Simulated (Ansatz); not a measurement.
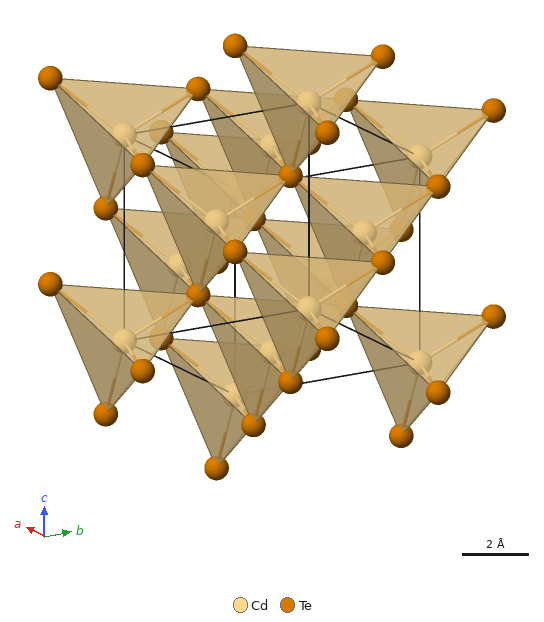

Fig. 1: The structure as given in the input (polyhedral view of the cell 4 times as large as that of the calculation, set on its symmetry axes, seen at an oblique angle; polyhedra are completed across the faces of the cell).

**Geometry relaxation, with input and output: CdTe**

The run: geometry relaxation of CdTe (2 atoms in the cell). Method and program: DFT PBE, scalar-relativistic, plane waves, PAW, no spin polarisation (Ansatz 0.2.0).

The structure derives from a Materials Project entry.

### Input
```yaml
crystal:
  lattice:
    - [0.0, 3.2821135562, 3.2821135562]
    - [3.2821135562, 0.0, 3.2821135562]
    - [3.2821135562, 3.2821135562, 0.0]
  atoms:
    - { symbol: Cd, position: [0.0, 0.0, 0.0] }
    - { symbol: Te, position: [0.25, 0.25, 0.25] }
basis:
  ecutwfc: 420
kpoints:
  mp_grid: { grid: [8, 8, 8] }
hamiltonian:
  xc: pbe
scf:
  occupations: { method: gaussian, width: 0.02 }
output:
  forces: true
  stress: true
  eigenvalues: true
  write_density: true
  write_potential: true
  elf: true
  volumetric_format: npy
relax:
  adjacent_minimum: "off"
  f_tol: 0.005
  max_steps: 80
  cell: { stress_tol: 0.05 }
```

Command:
```bash
ansatz run input.yaml --threads 4 --pin off --max-ram 10240MiB --backend cpu --events-out ev --progress --plain --runs-dir out
```

### What the program printed
```
Engine: ansatz 0.2.0, x86_64-unknown-linux-gnu
Pseudopotentials: kind: paw
Pseudopotential: Cd, paw, valence charge 20, recommended cutoff 420 eV (normal), Cd.paw.azcp
Pseudopotential: Te, paw, valence charge 16, recommended cutoff 420 eV (normal), Te.paw.azcp
Functional definition: PBE
  parameter kappa = 0.804
  parameter beta = 0.06672455060314922
  exchange = pbe_x(kappa = kappa, mu = beta*pi^2/3)
  correlation = pbe_c(beta = beta)
Crystal: 2 atoms, lattice volume = 70.712 Å³
Basis set: ecut = 420 eV, 1411 PW (Γ), exchange–correlation on 64×64×64 points (8 copies of the dense FFT grid, shifted against one another)
Bands: 22, of which v1, the nominal top of the filled ones, is band 18 counted from 1 (17 counted from 0)
Symmetry: 24 space group operations
Space group: F-43m (ITA 216), of the structure as read, at distance tolerance 4.1e-5 Å
k-points: 29 of 512 (time reversal used)
Non-local potential: Cd, projectors of the file, l = 0: 3, l = 1: 2, l = 2: 2, l = 3: 1
Non-local potential: Te, projectors of the file, l = 0: 2, l = 1: 2, l = 2: 2, l = 3: 2
PAW form: soft (Blöchl's): semilocal exchange-correlation on the pseudo side does not see the compensation charge
PAW one-centre angular grid: Cd, 590 points (default); XC on 64 Gauss nodes
PAW one-centre angular grid: Te, 590 points (default); XC on 64 Gauss nodes
Initial density: superposition of atomic densities (neutral atoms: chi_scale 0, normalization atom), corrected by the library's trained network
Initial wavefunctions: pseudopotential atomic-orbital guess
Functional: x = pbe(κ = 0.804, μ = 0.2195149727645171), c = pbe(β = 0.06672455060314922)
SCF iter   1: F=—  HF=-15235.334475 eV  |F-HF|=—  |Δ(HF+E_count)|=         —  Δρ=1.47e-3  dr2=3.86e-3  ethr=1.77e-3  ⟨swp⟩=6.2  Hψ=3043  notcnv=0
preconditioner: auto → none  [insulator: Δε(μ)=0.634 eV  Ē_g=11.261 eV  σ=0.020 eV  W_gap=1.00  n_scr=14 (ndim 8)  ℏωp=18.7 eV  f_vac=0.200  D(μ)=0.00/eV (n_scr^D=0)  ε∞_Penn≈3.8]
SCF iter   2: F=—  HF=-15235.333670 eV  |F-HF|=—  |Δ(HF+E_count)|=   8.05e-4  Δρ=5.46e-4  dr2=2.18e-4  ethr=1.07e-5  ⟨swp⟩=2.7  Hψ=1282  notcnv=0
SCF iter   3: F=—  HF=-15235.333733 eV  |F-HF|=—  |Δ(HF+E_count)|=   6.30e-5  Δρ=2.04e-4  dr2=3.13e-5  ethr=6.06e-7  ⟨swp⟩=3.0  Hψ=1217  notcnv=0
SCF iter   4: F=—  HF=-15235.333757 eV  |F-HF|=—  |Δ(HF+E_count)|=   2.39e-5  Δρ=8.92e-5  dr2=8.38e-6  ethr=8.70e-8  ⟨swp⟩=2.2  Hψ=952  notcnv=0
SCF iter   5: F=—  HF=-15235.333770 eV  |F-HF|=—  |Δ(HF+E_count)|=   1.36e-5  Δρ=2.51e-5  dr2=5.52e-7  ethr=2.33e-8  ⟨swp⟩=2.0  Hψ=899  notcnv=0
SCF iter   6: F=-15235.333772 eV  HF=-15235.333772 eV  |F-HF|=4.02e-8  |Δ(HF+E_count)|=   1.92e-6  Δρ=3.24e-6  dr2=9.30e-9  ethr=2.78e-10  ⟨swp⟩=11.7  Hψ=4561  notcnv=0
SCF 1 converged in 6 iterations: F = -15235.333772 eV  dr2 = 9.30e-9
  greatest PAW one-centre occupation: 1.000 electrons in one spin orbital (limit 2), on the Cd atom at site 0 (counted from 0), in its partial waves of l = 0
relax step   1: F+E_penalty+E_count = -15235.33377241 eV  Δ(F+E_penalty+E_count) = +0.000e0 eV  max|allowed force component| = 7.286e-17 eV/Å  Δτ_max = 0.0000 Å  P = +0.917 GPa  Ω = 70.712 Å³  (6 SCF iters, dr2 threshold 1.00e-7 eV, accepted)
Crystal: 2 atoms, lattice volume = 73.070 Å³
Initial density: handed on by an earlier stage of this run
Initial wavefunctions: those handed on with the density
iter 1 solved again at ethr=6.38e-7 eV; its pass at ethr=3.10e-3 eV (dr2=2.30e-4 eV) is discarded
SCF iter   1: F=—  HF=-15235.337662 eV  |F-HF|=—  |Δ(HF+E_count)|=         —  Δρ=5.88e-4  dr2=2.63e-4  ethr=6.38e-7  ⟨swp⟩=2.0  Hψ=3907  notcnv=0
preconditioner: auto → none  [insulator: Δε(μ)=0.568 eV  Ē_g=11.120 eV  σ=0.020 eV  W_gap=1.00  n_scr=14 (ndim 8)  ℏωp=18.4 eV  f_vac=0.209  D(μ)=0.00/eV (n_scr^D=0)  ε∞_Penn≈3.7]
SCF iter   2: F=—  HF=-15235.337669 eV  |F-HF|=—  |Δ(HF+E_count)|=   7.02e-6  Δρ=2.55e-4  dr2=5.15e-5  ethr=6.38e-7  ⟨swp⟩=1.8  Hψ=670  notcnv=0
SCF iter   3: F=—  HF=-15235.337686 eV  |F-HF|=—  |Δ(HF+E_count)|=   1.68e-5  Δρ=6.67e-5  dr2=4.87e-6  ethr=1.43e-7  ⟨swp⟩=2.0  Hψ=899  notcnv=0
SCF iter   4: F=—  HF=-15235.337685 eV  |F-HF|=—  |Δ(HF+E_count)|=   5.69e-7  Δρ=2.68e-5  dr2=5.26e-7  ethr=1.35e-8  ⟨swp⟩=3.0  Hψ=1196  notcnv=0
SCF iter   5: F=-15235.337685 eV  HF=-15235.337685 eV  |F-HF|=4.28e-8  |Δ(HF+E_count)|=   6.43e-8  Δρ=8.14e-6  dr2=3.16e-8  ethr=5.56e-10  ⟨swp⟩=10.1  Hψ=4587  notcnv=0
SCF 2 converged in 5 iterations: F = -15235.337685 eV  dr2 = 3.16e-8
relax step   2: F+E_penalty+E_count = -15235.33768545 eV  Δ(F+E_penalty+E_count) = -3.913e-3 eV  max|allowed force component| = 2.139e-17 eV/Å  Δτ_max = 0.0000 Å  P = -0.280 GPa  Ω = 73.070 Å³  energy of the carried Pulay correction = -5.041e-4 eV  (5 SCF iters, dr2 threshold 2.00e-7 eV, accepted)
Crystal: 2 atoms, lattice volume = 72.505 Å³
iter 1 solved again at ethr=1.88e-7 eV; its pass at ethr=3.10e-3 eV (dr2=6.76e-5 eV) is discarded
SCF iter   1: F=—  HF=-15235.338325 eV  |F-HF|=—  |Δ(HF+E_count)|=         —  Δρ=1.38e-4  dr2=1.42e-5  ethr=1.88e-7  ⟨swp⟩=3.0  Hψ=3713  notcnv=0
preconditioner: auto → none  [insulator: Δε(μ)=0.582 eV  Ē_g=11.150 eV  σ=0.020 eV  W_gap=1.00  n_scr=14 (ndim 8)  ℏωp=18.5 eV  f_vac=0.204  D(μ)=0.00/eV (n_scr^D=0)  ε∞_Penn≈3.8]
SCF iter   2: F=—  HF=-15235.338322 eV  |F-HF|=—  |Δ(HF+E_count)|=   3.19e-6  Δρ=5.65e-5  dr2=2.52e-6  ethr=3.94e-8  ⟨swp⟩=2.2  Hψ=811  notcnv=0
SCF iter   3: F=—  HF=-15235.338323 eV  |F-HF|=—  |Δ(HF+E_count)|=   4.64e-7  Δρ=1.48e-5  dr2=2.58e-7  ethr=7.00e-9  ⟨swp⟩=2.0  Hψ=899  notcnv=0
SCF iter   4: F=-15235.338323 eV  HF=-15235.338323 eV  |F-HF|=2.60e-9  |Δ(HF+E_count)|=   3.98e-8  Δρ=5.16e-6  dr2=1.75e-8  ethr=5.43e-10  ⟨swp⟩=10.1  Hψ=4577  notcnv=0
SCF 3 converged in 4 iterations: F = -15235.338323 eV  dr2 = 1.75e-8
relax step   3: F+E_penalty+E_count = -15235.33832257 eV  Δ(F+E_penalty+E_count) = -6.371e-4 eV  max|allowed force component| = 1.764e-17 eV/Å  Δτ_max = 0.0000 Å  P = -0.013 GPa  Ω = 72.505 Å³  energy of the carried Pulay correction = -3.859e-4 eV  (4 SCF iters, dr2 threshold 1.95e-7 eV, accepted)
Initial wavefunctions: pseudopotential atomic-orbital guess (no wavefunctions were taken with the density)
iter 1 solved again at ethr=9.70e-8 eV; its pass at ethr=3.10e-3 eV (dr2=3.49e-5 eV) is discarded
SCF iter   1: F=—  HF=-15235.337742 eV  |F-HF|=—  |Δ(HF+E_count)|=         —  Δρ=1.68e-4  dr2=7.63e-7  ethr=9.70e-8  ⟨swp⟩=4.0  Hψ=4784  notcnv=0
preconditioner: auto → none  [insulator: Δε(μ)=0.585 eV  Ē_g=11.151 eV  σ=0.020 eV  W_gap=1.00  n_scr=14 (ndim 8)  ℏωp=18.5 eV  f_vac=0.204  D(μ)=0.00/eV (n_scr^D=0)  ε∞_Penn≈3.8]
SCF iter   2: F=—  HF=-15235.338457 eV  |F-HF|=—  |Δ(HF+E_count)|=   7.15e-4  Δρ=8.31e-5  dr2=1.71e-7  ethr=2.12e-9  ⟨swp⟩=3.1  Hψ=1281  notcnv=0
SCF iter   3: F=—  HF=-15235.338678 eV  |F-HF|=—  |Δ(HF+E_count)|=   2.21e-4  Δρ=2.19e-5  dr2=4.53e-8  ethr=4.75e-10  ⟨swp⟩=2.2  Hψ=905  notcnv=0
SCF iter   4: F=—  HF=-15235.338692 eV  |F-HF|=—  |Δ(HF+E_count)|=   1.40e-5  Δρ=5.22e-6  dr2=2.27e-9  ethr=1.26e-10  ⟨swp⟩=2.1  Hψ=892  notcnv=0
SCF iter   5: F=—  HF=-15235.338693 eV  |F-HF|=—  |Δ(HF+E_count)|=   7.89e-7  Δρ=8.99e-7  dr2=2.18e-10  ethr=6.29e-12  ⟨swp⟩=2.2  Hψ=1024  notcnv=0
SCF iter   6: F=—  HF=-15235.338693 eV  |F-HF|=—  |Δ(HF+E_count)|=   2.24e-8  Δρ=1.69e-7  dr2=2.36e-11  ethr=1.00e-12  ⟨swp⟩=2.0  Hψ=899  notcnv=0
SCF iter   7: F=-15235.338693 eV  HF=-15235.338693 eV  |F-HF|=3.64e-12  |Δ(HF+E_count)|=  3.97e-10  Δρ=2.59e-8  dr2=7.23e-13  ethr=1.00e-12  ⟨swp⟩=6.2  Hψ=2689  notcnv=0
SCF 4 converged in 7 iterations: F = -15235.338693 eV  dr2 = 7.23e-13
relax step   4: F+E_penalty+E_count = -15235.33869301 eV  Δ(F+E_penalty+E_count) = -3.704e-4 eV  max|allowed force component| = 1.735e-17 eV/Å  Δτ_max = 0.0000 Å  P = -0.015 GPa  Ω = 72.505 Å³  stress off target by 1.53e-2 GPa  SCF on the basis re-selected at this cell (its energy is not comparable with the rows above)  (7 SCF iters)
```

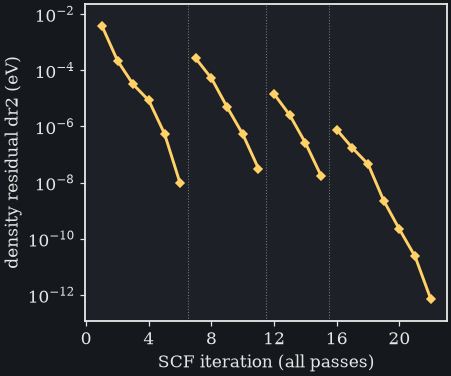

Fig. 2: Convergence of the self-consistent field: density residual dr2 against the SCF iteration. The dotted lines part the SCF passes of the relaxation: geometry steps, rejected trials and re-solves on a re-selected basis. The passes take 6, 5, 4 and 7 iterations.

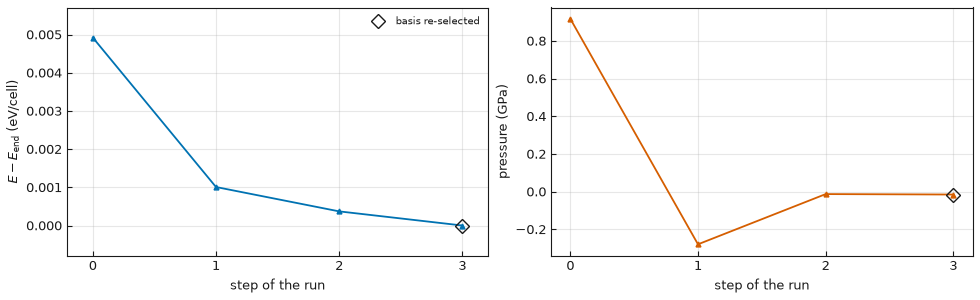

Fig. 3: Progress of the relaxation, step by step (the first geometry is step 0 here and step 1 in the log).

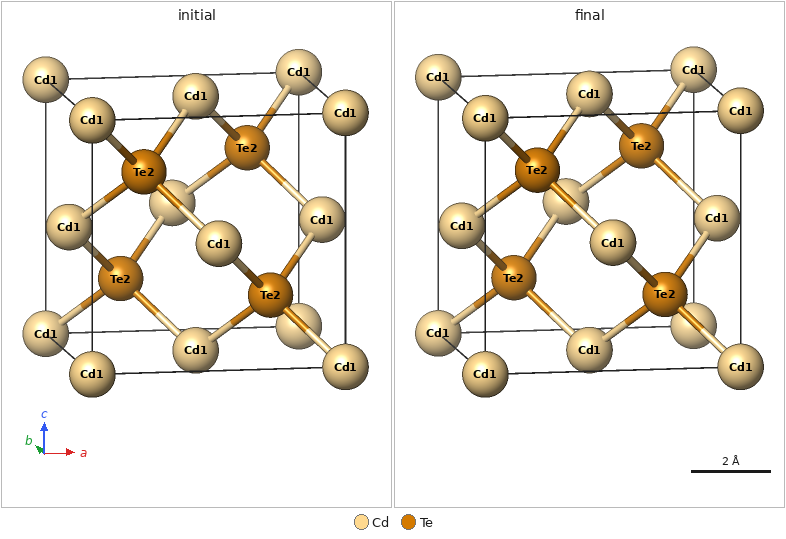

Fig. 4: Before (left) and after (right) the relaxation, at one scale (ball-and-stick view of the cell 4 times as large as that of the calculation, set on its symmetry axes, seen slightly off an axis). Over 2 geometry steps the energy falls by 4.6 meV per cell of the calculation. All forces vanish by symmetry, so only the cell relaxes. The pressure goes from 0.92 to −0.02 GPa. No atom moves by more than 0.005 Å relative to the cell. Cell: a = b = c 6.564 → 6.619 Å (+0.8 %). Volume +2.5 %. Among the contacts that change: Cd1–Te2 2.842 → 2.866 Å. The space group stays F-43m (No. 216). A last SCF at the same geometry on a re-selected plane-wave basis shifts the energy by −0.4 meV per cell of the calculation. (Atoms are counted from 1 in the order of the input.)

```
basis re-selected at this cell: Δ(F+E_penalty+E_count) = -3.704e-4 eV, ΔP = -0.002 GPa vs the last step (what re-selecting the basis moved, of the pressure what is left beyond the Pulay correction that the steps carried, after the strain that the cell walked since its last selection, with what the two solves' SCF thresholds leave and, on support functions, any second-order correction that the steps lacked; it is no measure of the basis error at this ecutwfc). This SCF's stress stands 1.53e-2 GPa from its target on what of the cell is left free (relax.cell.stress_tol is 5.00e-2 GPa) and its largest allowed force component is 1.73e-17 eV/Å (relax.f_tol is 5.00e-3 eV/Å): within both
SCF converged after 7 iterations
Free energy (F): -15235.338693 eV
Harris-Foulkes:  -15235.338693 eV  (|F-HF|=3.64e-12)
Internal energy: -15235.338693 eV  (E = F + TS)
E sigma→0 (E₀):  -15235.338693 eV
Fermi energy:    6.888134 eV
--- Per-component energies (eV) ---
  E_band       = -815.319574
  E_kinetic    = 684.544702
  E_local      = -5556.605250  (includes V_loc(G=0)·N_el)
  E_nonlocal   = -276.744589
  E_hartree    = 2789.682109
  E_xc         = -300.454994
  E_vxc        = -324.980601  (∫ρ·V_xc dr)
  E_paw        = -8746.041096  (= ΣΔE_a)
  E_vpaw       = -920.897840  (= ΣTr[D̂ρ^β])
  E_aug_tail   = -0.000160  (compensation charges beyond the density's cutoff)
  E_ewald      = -3829.719415
  E_smearing   = -0.000000  (= −TS)
  E_closure    = 0.000000  (closes the sum)
  Σ components = -15235.338693   (vs F -15235.338693, Δ=0.00e0)
--- Forces (eV/Å), atoms counted from 1 ---
  atom   1  Cd     0.00000000    -0.00000000    -0.00000000
  atom   2  Te     0.00000000     0.00000000     0.00000000
  max |Σ_I F_I| component: 2.08e-17 eV/Å
--- Stress (GPa, compression-positive) ---
       -0.015347      -0.000000      -0.000000
        0.000000      -0.015347       0.000000
       -0.000000       0.000000      -0.015347
  P = ⅓ Tr σ = -0.0153 GPa (-0.153 kbar)
--- Band table (eV; the first three rows and the last of 29) ---
  k-point 0: bands = ["-95.3812", "-56.4434", "-56.4434", "-56.4434", "-29.2937", "-29.2937", "-29.2937", "-29.2878", "-29.2878", "-4.2356", "-1.4847", "-1.4847", "-1.4847", "-1.2678", "-1.2678", "6.5958", "6.5958", "6.5958", "7.1797", "11.2495", "11.2495", "11.2495"]
  k-point 1: bands = ["-95.3812", "-56.4434", "-56.4434", "-56.4434", "-29.2937", "-29.2937", "-29.2937", "-29.2878", "-29.2878", "-4.1854", "-1.4755", "-1.4755", "-1.4422", "-1.2684", "-1.2684", "5.4159", "6.4762", "6.4762", "8.0761", "11.1969", "11.4428", "11.4428"]
  k-point 2: bands = ["-95.3812", "-56.4434", "-56.4434", "-56.4434", "-29.2937", "-29.2936", "-29.2936", "-29.2877", "-29.2877", "-4.0641", "-1.4550", "-1.4550", "-1.3050", "-1.2679", "-1.2679", "4.0371", "6.2199", "6.2199", "8.4770", "11.7618", "11.7618", "11.8433"]
  k-point 28: bands = ["-95.3812", "-56.4434", "-56.4434", "-56.4434", "-29.2937", "-29.2936", "-29.2933", "-29.2877", "-29.2875", "-3.7930", "-1.3835", "-1.3761", "-1.2914", "-1.2662", "-0.7831", "2.7097", "4.5190", "4.6581", "10.6277", "11.2988", "12.0845", "12.9379"]
--- Relaxed structure (3 steps of the walk, 3 accepted, 1 SCFs on fresh bases) ---
  F+E_penalty+E_count = -15235.33869301 eV   max|allowed force component| = 1.735e-17 eV/Å   (the final SCF, on the basis selected at the relaxed cell)
  cell:  # Å, volume = 72.5051 Å³
    - [-9.299053960034453e-34, 3.3096311548873087, 3.3096311548873087]
    - [3.3096311548873087, 3.1463922303130254e-33, 3.3096311548873087]
    - [3.3096311548873087, 3.3096311548873087, 6.522076202106355e-33]
  atoms:
    - { symbol: Cd, position: [-8.36183795520259e-34, 8.36183795520259e-34, 9.633228521490703e-34] }
    - { symbol: Te, position: [0.24999999999999997, 0.24999999999999997, 0.24999999999999997] }
```

### Trajectory as extended XYZ (Å, eV, eV/Å), 4 frames, from step=1 to step=4
```
2
Lattice="0.0000 3.2821 3.2821 3.2821 0.0000 3.2821 3.2821 3.2821 0.0000" Properties=species:S:1:pos:R:3:forces:R:3 step=1 energy=-15235.33377 pressure_GPa=0.92
Cd    0.0000    0.0000    0.0000    0.0000   0.0000   0.0000
Te    1.6411    1.6411    1.6411    0.0000   0.0000   0.0000
2
Lattice="0.0000 3.3182 3.3182 3.3182 0.0000 3.3182 3.3182 3.3182 0.0000" Properties=species:S:1:pos:R:3:forces:R:3 step=2 energy=-15235.33769 pressure_GPa=-0.28
Cd    0.0000    0.0000    0.0000    0.0000   0.0000   0.0000
Te    1.6591    1.6591    1.6591    0.0000   0.0000   0.0000
2
Lattice="0.0000 3.3096 3.3096 3.3096 0.0000 3.3096 3.3096 3.3096 0.0000" Properties=species:S:1:pos:R:3:forces:R:3 step=3 energy=-15235.33832 pressure_GPa=-0.01
Cd    0.0000    0.0000    0.0000    0.0000   0.0000   0.0000
Te    1.6548    1.6548    1.6548    0.0000   0.0000   0.0000
2
Lattice="0.0000 3.3096 3.3096 3.3096 0.0000 3.3096 3.3096 3.3096 0.0000" Properties=species:S:1:pos:R:3:forces:R:3 step=4 energy=-15235.33869 pressure_GPa=-0.02
Cd    0.0000    0.0000    0.0000    0.0000   0.0000   0.0000
Te    1.6548    1.6548    1.6548    0.0000   0.0000   0.0000
```

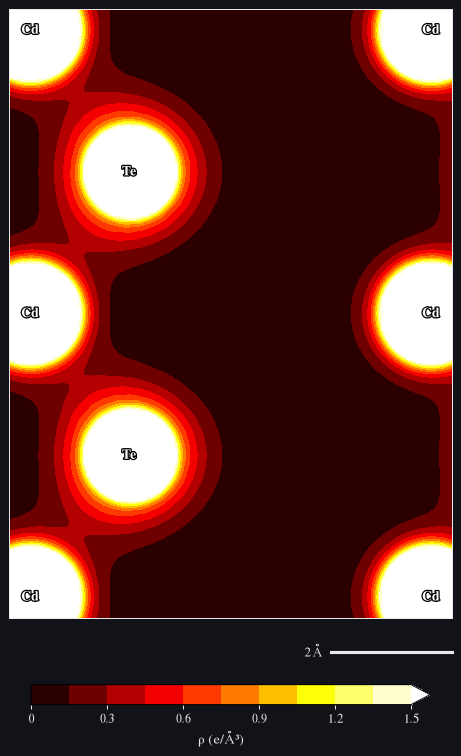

Fig. 5: Valence charge density (pseudo) on the (011) plane of the conventional cell. Cd–Te (2.87 Å): ρ at the midpoint is about 0.32 e/Å³. Away from the nuclei the density in this plane falls to 0.006 e/Å³ at its lowest. The fields are those of the smooth PAW valence density.

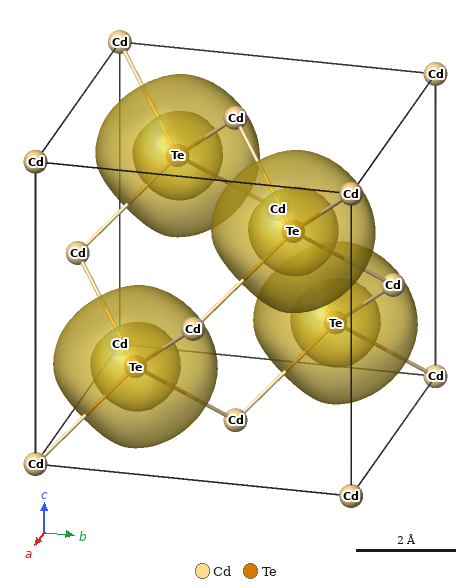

Fig. 6: Isosurface of the ELF at 0.5 (yellow), seen at an oblique angle. Only the valence region is drawn (cores and ρ < 0.01 e/Å³ removed). Sticks mark near contacts. The outline is the cell set on symmetry axes. Along the contacts the grid gives the following. Cd–Te (2.87 Å): the ELF peaks at about 0.70 in the valence shell of Te, 1.2 Å from its nucleus, and drops to about 0.15 between the two atoms.

### Results in brief

| quantity | value |
| --- | --- |
| outcome | converged |
| space group (tolerance 0.01 Å) | F-43m (216) |
| electrons treated | 36 |
| free energy | −15235.3387 eV |
| Fermi energy | 6.888 eV |
| gap on the k-point mesh | 0.58 eV |
| pressure | −0.02 GPa |
| final volume | 72.51 Å³ |
| largest force (length of the vector) at the end | under 0.001 eV/Å |
| final cell | a = 4.681 Å, b = 4.681 Å, c = 4.681 Å, α = 60.00°, β = 60.00°, γ = 60.00° |
| hardware | 4 threads of Intel Xeon (Granite Rapids), 32 GiB of memory available, shared host |
| wall time | 4.7 s (CPU time 17 s) |
| peak memory | 0.48 GiB |
